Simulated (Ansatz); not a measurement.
**AlN (P6_3mc): the PBE gap against the k mesh of the density**

Aim: see how gap, energy and time of AlN (P6_3mc) follow the k mesh of the density.

Method: DFT, PBE, plane waves, PAW, in Ansatz 0.2.0.

The database entry behind the starting cell differs from later determinations by our own check (inner coordinate u about 0.002 short), so it need not match the best structure at ambient conditions.

**1. Set-up**

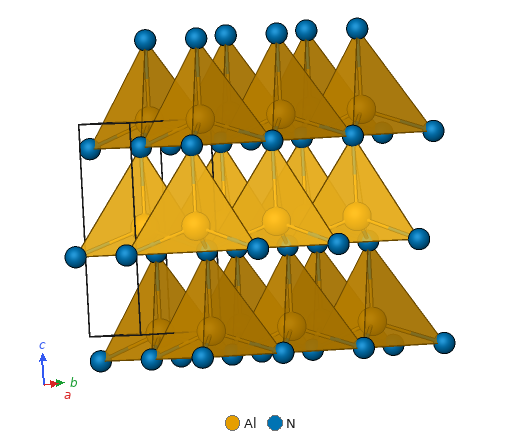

Start, viewed slightly off an axis; aluminium orange, nitrogen blue. 2×3×1 cells are drawn. Some periodic images of atoms are drawn too.

The cell and positions come from the Crystallography Open Database and are kept as given unless a step says otherwise. The default PAW set here is soft_1. Its files were made with PBE.

**2. k mesh of the density: 3×3×2**

input.yaml reads:

```yaml
crystal:
  lattice:
    - [3.113, 0.0, 0.0]
    - [-1.5565, 2.695937082, 0.0]
    - [0.0, 0.0, 4.981]
  atoms:
    - { symbol: Al, position: [0.3333333333, 0.6666666667, 0.0] }
    - { symbol: Al, position: [0.6666666667, 0.3333333333, 0.5] }
    - { symbol: "N", position: [0.3333333333, 0.6666666667, 0.38] }
    - { symbol: "N", position: [0.6666666667, 0.3333333333, 0.88] }
kpoints:
  mp_grid: { grid: [3, 3, 2] }
  band_path:
    path:
      - [0.0, 0.0, 0.0]
      - [0.5, 0.0, 0.0]
      - [0.33333333, 0.33333333, 0.0]
      - [0.0, 0.0, 0.5]
      - [0.5, 0.0, 0.5]
      - [0.33333333, 0.33333333, 0.5]
    npoints: 1
hamiltonian:
  xc: pbe
  pseudopotentials: { kind: paw, azcp: { folder: "./paw" } }
scf:
  occupations: { method: fixed }
  n_extra_bands: 5
output:
  eigenvalues: true
```

Command:

```sh
$ ansatz run input.yaml --threads 3 --pin off --max-ram 92160MiB --backend cuda --events-out ev --progress --plain --runs-dir out --devices 1 --max-vram 13GiB
```

Numbers of over 12 decimals in the logs are rounded to 6 here.

The program printed:

```text
scf.n_extra_bands = 5 over 8 filled bands (N_el = 16.0): the run solves 13 bands
GPUs: using 1 of 1 available (devices: 1).
Engine: ansatz 0.2.0, x86_64-unknown-linux-gnu
Pseudopotentials: kind: paw
Pseudopotential: Al, paw, valence charge 3, recommended cutoff 420 eV (normal), <dir>
Pseudopotential: N, paw, valence charge 5, recommended cutoff 420 eV (normal), <dir>
Functional definition: PBE
  parameter kappa = 0.804
  parameter beta = 0.066725
  exchange = pbe_x(kappa = kappa, mu = beta*pi^2/3)
  correlation = pbe_c(beta = beta)
device memory: the entry about to start is reckoned to put 1.5 GiB on a device that reports 68.8 GiB free (of which the cap on the GPU budget leaves the run 13.0 GiB)
GPU FFT provider: cuFFT
GPU libraries: cuBLAS 13.8.2, cuFFT 12.4.0, cuSOLVER 12.3.4
Crystal: 4 atoms, lattice volume = 41.803 Å³
Basis set: ecut = 420 eV, 809 PW (Γ)
Bands: 13, of which v1, the nominal top of the filled ones, is band 8 counted from 1 (7 counted from 0)
Symmetry: 12 space group operations
Space group: P63mc (ITA 186), of the structure as read, at distance tolerance 3.5e-5 Å
k-points: 6 of 18
Non-local potential: Al, projectors of the file, l = 0: 2, l = 1: 2, l = 2: 1
Non-local potential: N, projectors of the file, l = 0: 2, l = 1: 2, l = 2: 1
PAW form: soft (Blöchl's): semilocal exchange-correlation on the pseudo side does not see the compensation charge
PAW one-centre angular grid: Al, 110 points (default); XC on 64 Gauss nodes
PAW one-centre angular grid: N, 110 points (default); XC on 64 Gauss nodes
Initial density: superposition of atomic densities (chi_scale 0.1, normalization cell, long waves kept (reshape's long-wave potential 0.00 eV rms))
Initial wavefunctions: pseudopotential atomic-orbital guess
GPU buffer pool allocated for 20736 grid points (all kernels)
GPU transforms: local potential and band sums: pruned to the plane-wave sphere, on 24×24×36
Functional: x = pbe(κ = 0.804, μ = 0.219515), c = pbe(β = 0.066725)
SCF iter   1: F=—  HF=-1851.325448 eV  |F-HF|=—  |Δ(HF+E_count)|=         —  Δρ=1.41e-1  dr2=1.01e1  ethr=3.10e-3  ⟨swp⟩=4.8  Hψ=399  notcnv=0  defer=6
preconditioner: auto → none  [insulator: Δε(μ)=5.473 eV  Ē_g=14.957 eV  n_scr=2 (ndim 8)  ℏωp=23.0 eV  f_vac=0.000  ε∞_Penn≈3.4]
SCF iter   2: F=—  HF=-1848.725457 eV  |F-HF|=—  |Δ(HF+E_count)|=    2.60e0  Δρ=7.60e-2  dr2=1.39e0  ethr=3.10e-3  ⟨swp⟩=3.0  Hψ=222  notcnv=0  defer=15
SCF iter   3: F=—  HF=-1848.335958 eV  |F-HF|=—  |Δ(HF+E_count)|=   3.89e-1  Δρ=2.36e-2  dr2=1.18e-1  ethr=3.10e-3  ⟨swp⟩=2.5  Hψ=187  notcnv=0  defer=16
SCF iter   4: F=—  HF=-1848.325114 eV  |F-HF|=—  |Δ(HF+E_count)|=   1.08e-2  Δρ=1.38e-3  dr2=4.36e-4  ethr=7.36e-4  ⟨swp⟩=2.0  Hψ=84  notcnv=0  defer=18
SCF iter   5: F=—  HF=-1848.324962 eV  |F-HF|=—  |Δ(HF+E_count)|=   1.52e-4  Δρ=3.65e-4  dr2=1.44e-5  ethr=2.72e-6  ⟨swp⟩=2.2  Hψ=117  notcnv=0  defer=18
SCF iter   6: F=—  HF=-1848.324969 eV  |F-HF|=—  |Δ(HF+E_count)|=   6.41e-6  Δρ=2.91e-5  dr2=2.28e-7  ethr=9.03e-8  ⟨swp⟩=2.0  Hψ=126  notcnv=0  defer=6
SCF iter   7: F=-1848.324969 eV  HF=-1848.324969 eV  |F-HF|=1.94e-9  |Δ(HF+E_count)|=   7.71e-8  Δρ=2.69e-6  dr2=1.64e-9  ethr=6.25e-10  ⟨swp⟩=7.3  Hψ=444  notcnv=0
SCF 1 converged in 7 iterations: F = -1848.324969 eV  dr2 = 1.64e-9
[...]
device memory: the entry about to start is reckoned to put 0.7 GiB on a device that reports 68.3 GiB free (of which the cap on the GPU budget leaves the run 13.0 GiB)
NSCF: frozen V_eff on 6 k-points
SCF converged after 7 iterations
Free energy (F): -1848.324969 eV
Harris-Foulkes:  -1848.324969 eV  (|F-HF|=1.94e-9)
Internal energy: -1848.324969 eV  (E = F + TS)
E sigma→0 (E₀):  -1848.324969 eV
Fermi energy:    7.167314 eV
--- Per-component energies (eV) ---
  E_band       = 31.204035
  E_kinetic    = 314.223066
  E_local      = -421.950702  (includes V_loc(G=0)·N_el)
  E_nonlocal   = 88.838385
  E_hartree    = 156.234420
  E_xc         = -198.200908
  E_vxc        = -214.109734  (∫ρ·V_xc dr)
  E_paw        = -1195.807751  (= ΣΔE_a)
  E_vpaw       = -48.267882  (= ΣTr[D̂ρ^β])
  E_aug_tail   = 0.001792  (compensation charges beyond the density's cutoff)
  E_ewald      = -591.663270
  E_smearing   = -0.000000  (= −TS)
  E_closure    = -0.000000  (closes the sum)
  Σ components = -1848.324969   (vs F -1848.324969, Δ=0.00e0)
--- Band table (eV; the first three rows and the last of 6) ---
  k-point 0: bands = [... 4 lower, 6.3385, 6.9910, 6.9910, 7.1673, 11.3626, 13.8028, 17.7719, 18.2907, ... 1 higher]
  k-point 1: bands = [... 4 lower, 6.6550, 6.6550, 6.6550, 6.6550, 13.6172, 13.6172, 17.4864, 17.4864, ... 1 higher]
  k-point 2: bands = [... 4 lower, 3.8702, 5.3532, 6.2986, 6.6531, 13.3913, 13.8448, 15.1129, 17.4859, ... 1 higher]
  k-point 5: bands = [... 4 lower, 3.3321, 3.3321, 6.3873, 6.3873, 14.5736, 14.5736, 14.9944, 14.9944, ... 1 higher]
```

Run time: 14 s. Hardware: 1 × NVIDIA H100 80GB HBM3 (shared by 6 runs) with 3 threads of AMD EPYC 7R13 (Zen 3), shared host; peak memory 0.86 GiB; 2.5 s of CPU time.

In the SCF lines HF is the Harris–Foulkes energy and dr2 the Hartree energy of the density residual, in eV; the loop may stop once dr2 is under the threshold and the program's other checks hold. Hψ counts applications of the Hamiltonian.

Numbers from this step:

* gap: 4.195 eV
* valence top at: Γ
* conduction bottom at: Γ
* least direct gap: 4.195 eV

The gap is direct, at Γ.

**3. k mesh of the density: 6×6×2**

input.yaml, as its differences from that of step 2:

```diff
@@ -11,3 +11,3 @@
 kpoints:
-  mp_grid: { grid: [3, 3, 2] }
+  mp_grid: { grid: [6, 6, 2] }
   band_path:
```

The program printed:

```text
[...]
GPUs: using 1 of 1 available (devices: 1).
[...]
GPU FFT provider: cuFFT
GPU libraries: cuBLAS 13.8.2, cuFFT 12.4.0, cuSOLVER 12.3.4
Crystal: 4 atoms, lattice volume = 41.803 Å³
Basis set: ecut = 420 eV, 809 PW (Γ)
Bands: 13, of which v1, the nominal top of the filled ones, is band 8 counted from 1 (7 counted from 0)
[... 1 set-up line as in the run before ...]
[...]
k-points: 14 of 72
[...]
--- Band table (eV; the first three rows and the last of 14) ---
  k-point 0: bands = [... 4 lower, 6.2845, 6.9330, 6.9330, 7.1122, 11.3259, 13.7812, 17.7272, 18.2821, ... 1 higher]
  k-point 1: bands = [... 4 lower, 6.5991, 6.5991, 6.5991, 6.5991, 13.5799, 13.5799, 17.4643, 17.4643, ... 1 higher]
  k-point 2: bands = [... 4 lower, 5.6450, 5.8936, 6.8545, 6.9420, 12.6096, 14.8408, 16.2977, 16.9064, ... 1 higher]
  k-point 13: bands = [... 4 lower, 3.2960, 3.2960, 6.3356, 6.3356, 14.5445, 14.5445, 14.9798, 14.9798, ... 1 higher]
[key lines of the parts left out:]
SCF converged after 7 iterations
Free energy (F): -1848.508049 eV
Fermi energy:    7.112224 eV
```

Run time: 12 s. Hardware: 1 × NVIDIA H100 80GB HBM3 (shared by 6 runs) with 3 threads; peak memory 0.86 GiB; 2.2 s of CPU time.

This step gave:

| Property | Result |
| --- | --- |
| gap | 4.214 eV |
| valence top at | Γ |
| conduction bottom at | Γ |
| least direct gap | 4.214 eV |

The gap is 4.214 eV, +0.018 eV from the run before at this level.

**4. k mesh of the density: 12×12×6 (the default)**

input.yaml, the sections that differ from step 3:

```yaml
kpoints:
  mp_grid: { grid: [12, 12, 6] }
  band_path:
    path:
      - [[0.0, 0.0, 0.0], [0.5, 0.0, 0.0], [0.33333333, 0.33333333, 0.0], [0.0, 0.0, 0.0], [0.0, 0.0, 0.5], [0.5, 0.0, 0.5], [0.33333333, 0.33333333, 0.5], [0.0, 0.0, 0.5]]
      - [[0.5, 0.0, 0.5], [0.5, 0.0, 0.0]]
      - [[0.33333333, 0.33333333, 0.5], [0.33333333, 0.33333333, 0.0]]
    npoints: 10
scf:
  occupations: { method: fermi_dirac, width: 0.02 }
  n_extra_bands: 5
output:
  eigenvalues: true
  write_density: true
  write_potential: true
  elf: true
  volumetric_format: npy
# crystal, hamiltonian: as in step 3
```

The program printed:

```text
[...]
GPUs: using 1 of 1 available (devices: 1).
[...]
GPU FFT provider: cuFFT
GPU libraries: cuBLAS 13.8.2, cuFFT 12.4.0, cuSOLVER 12.3.4
Crystal: 4 atoms, lattice volume = 41.803 Å³
Basis set: ecut = 420 eV, 809 PW (Γ)
Bands: 13, of which v1, the nominal top of the filled ones, is band 8 counted from 1 (7 counted from 0)
[... 1 set-up line as in the run before ...]
[...]
--- Band table (eV; the first three rows and the last of 76) ---
  k-point 0: bands = [... 4 lower, 6.2838, 6.9322, 6.9322, 7.1117, 11.3254, 13.7809, 17.7266, 18.2820, ... 1 higher]
  k-point 1: bands = [... 4 lower, 6.3250, 6.5133, 6.8862, 6.8862, 11.8171, 13.8474, 17.5535, 18.2490, ... 1 higher]
  k-point 2: bands = [... 4 lower, 6.4388, 6.4388, 6.7628, 6.7628, 12.7683, 13.9055, 17.2818, 18.2961, ... 1 higher]
  k-point 75: bands = [... 4 lower, 3.2955, 3.2955, 6.3350, 6.3350, 14.5440, 14.5440, 14.9797, 14.9797, ... 1 higher]
[key lines of the parts left out:]
SCF converged after 6 iterations
Free energy (F): -1848.509524 eV
Fermi energy:    9.225243 eV
```

Elapsed: 6.9 s, on 1 × NVIDIA H100 80GB HBM3 (shared by 6 runs) with 3 threads; peak memory 0.91 GiB.

Numbers from this step:

```
gap                  : 4.214 eV
valence top at       : Γ
conduction bottom at : Γ
least direct gap     : 4.214 eV
```

The gap is 4.214 eV, as in the run before at this level.

**5. k mesh of the density: 12×12×8**

input.yaml, the sections that differ from step 4:

```yaml
kpoints:
  mp_grid: { grid: [12, 12, 8] }
  band_path:
    path:
      - [0.0, 0.0, 0.0]
      - [0.5, 0.0, 0.0]
      - [0.33333333, 0.33333333, 0.0]
      - [0.0, 0.0, 0.5]
      - [0.5, 0.0, 0.5]
      - [0.33333333, 0.33333333, 0.5]
    npoints: 1
scf:
  occupations: { method: fixed }
  n_extra_bands: 5
output:
  eigenvalues: true
# crystal, hamiltonian: as in step 4
```

The program printed:

```text
[...]
GPUs: using 1 of 1 available (devices: 1).
[...]
GPU FFT provider: cuFFT
GPU libraries: cuBLAS 13.8.2, cuFFT 12.4.0, cuSOLVER 12.3.4
Crystal: 4 atoms, lattice volume = 41.803 Å³
Basis set: ecut = 420 eV, 809 PW (Γ)
Bands: 13, of which v1, the nominal top of the filled ones, is band 8 counted from 1 (7 counted from 0)
[... 1 set-up line as in the run before ...]
[...]
--- Band table (eV; the first three rows and the last of 95) ---
  k-point 0: bands = [... 4 lower, 6.2838, 6.9322, 6.9322, 7.1118, 11.3254, 13.7809, 17.7266, 18.2820, ... 1 higher]
  k-point 1: bands = [... 4 lower, 6.3073, 6.7576, 6.9060, 6.9060, 11.6196, 13.8210, 17.6239, 18.2589, ... 1 higher]
  k-point 2: bands = [... 4 lower, 6.3741, 6.3741, 6.8324, 6.8324, 12.2810, 13.8983, 17.3971, 18.2492, ... 1 higher]
  k-point 94: bands = [... 4 lower, 3.2955, 3.2955, 6.3351, 6.3351, 14.5440, 14.5440, 14.9797, 14.9797, ... 1 higher]
[key lines of the parts left out:]
SCF converged after 7 iterations
Free energy (F): -1848.509544 eV
Fermi energy:    7.111755 eV
```

It took 19 s on 1 × NVIDIA H100 80GB HBM3 (shared by 6 runs) with 3 threads; peak memory 0.85 GiB; 3.6 s of CPU time.

Numbers from this step:

```yaml
gap: 4.214 eV
valence_top_at: Γ
conduction_bottom_at: Γ
least_direct_gap: 4.214 eV
```

The gap is 4.214 eV, as in the run before at this level.

**6. The series**

Differences are against the last row; a negative gap means that bands overlap, and a run with a band path holds that path's time. Times are wall times on 1 × NVIDIA H100 80GB HBM3 (shared by 6 runs) with 3 threads of AMD EPYC 7R13 (Zen 3), shared host, good to a factor of about two.

```tsv
k mesh of the density	gap (eV)	direct gap (eV)	gap error (eV)	energy error (meV/atom)	irreducible k	time
3×3×2	4.195	4.195	−0.018	+46.1	6	14 s
6×6×2	4.214	4.214	+0.000	+0.4	14	12 s
12×12×6	4.214	4.214	+0.000	+0.0	76	6.9 s
12×12×8	4.214	4.214	+0.000	+0.0	95	19 s
```

**7. What came out**

- 3×3×2: 4.195 eV
- 6×6×2: 4.214 eV
- 12×12×6: 4.214 eV
- 12×12×8: 4.214 eV

In words: The gap holds to 0.02 eV from 3×3×2 on, the cheapest setting tried. At 3×3×2 the gap is off by −0.018 eV and the energy by +46 meV/atom. The gap is read over the mesh and added points near the edges, so meshes differ mainly through the density and, for a hybrid, the exchange operator.

[Paths, hosts, dates, memory and timing lines, banners, echoed tables and standing remarks are left out of the program output.]

[Logs are printed without paths, hosts, clocks, repeated set-up lines and the standing remarks that a program may print on its own settings, such as how far it seeks lower states.]

[Runs of the session that timed out or met a known fault of the program may be left out.]

[Cells called generated may have been cut or substituted from an entry of the Crystallography Open Database or the Materials Project.]

[Hosts, paths, dates, database ids (printed as entryN), source tags and the programs' standing remarks are cut or masked in the printed files.]
